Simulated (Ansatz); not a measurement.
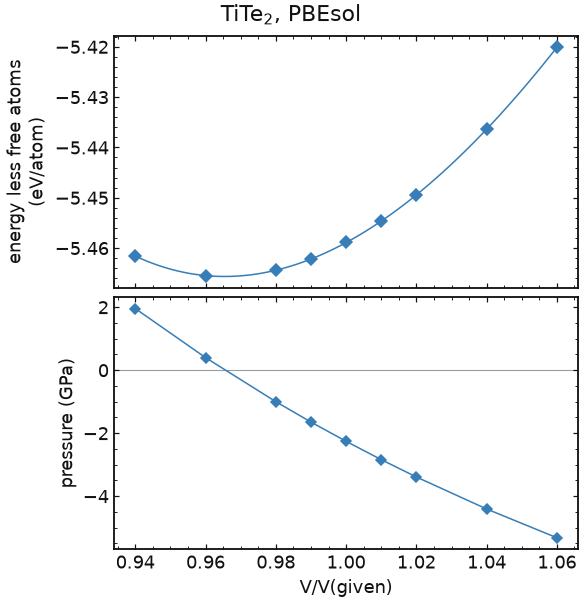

The figure shows the energy less free atoms and pressure against V/V(given) for TiTe₂, space group P-3m1 (No. 164).

The given structure:
```cif
data_structure
_symmetry_space_group_name_H-M 'P 1'
_symmetry_Int_Tables_number 1
_cell_length_a 3.7770
_cell_length_b 3.7770
_cell_length_c 6.4980
_cell_angle_alpha 90.000
_cell_angle_beta 90.000
_cell_angle_gamma 120.000
_cell_volume 80.28
loop_
_atom_site_label
_atom_site_type_symbol
_atom_site_fract_x
_atom_site_fract_y
_atom_site_fract_z
_atom_site_occupancy
Ti1 Ti 0.00000 0.00000 0.00000 1
Te1 Te 0.66667 0.33333 0.26280 1
Te2 Te 0.33333 0.66667 0.73720 1
```

Calculation (Ansatz 0.2.0): periodic Kohn-Sham DFT of a crystal at fixed atoms, scaled to the stated factor times the given cell; pressure positive in compression, energy less spherical unpolarised free atoms. Level: PBEsol.

- method: all-electron LAPW
- relativity: scalar
- k mesh: 13×13×7
- occupations: Fermi–Dirac
- smearing width: 0.03 eV
- basis error target: 1 (meV/atom)
- nucleus: Gaussian

V(given) is 26.76 Å³/atom.

Give the fitted equation-of-state parameters.

A third-order Birch–Murnaghan fit gives V0 = 25.83 Å³/atom, B0 = 69.2 GPa and B′ = 4.2.

Read off the course of the pressure.

It falls from 1.954 GPa at V/V(given) 0.94 to −5.323 GPa at 1.06, and changes sign near 0.97.

Note: no spin-orbit coupling on heavy atoms; shape and atomic fractions are frozen while scaling, which makes layered, chain and framework solids too stiff.
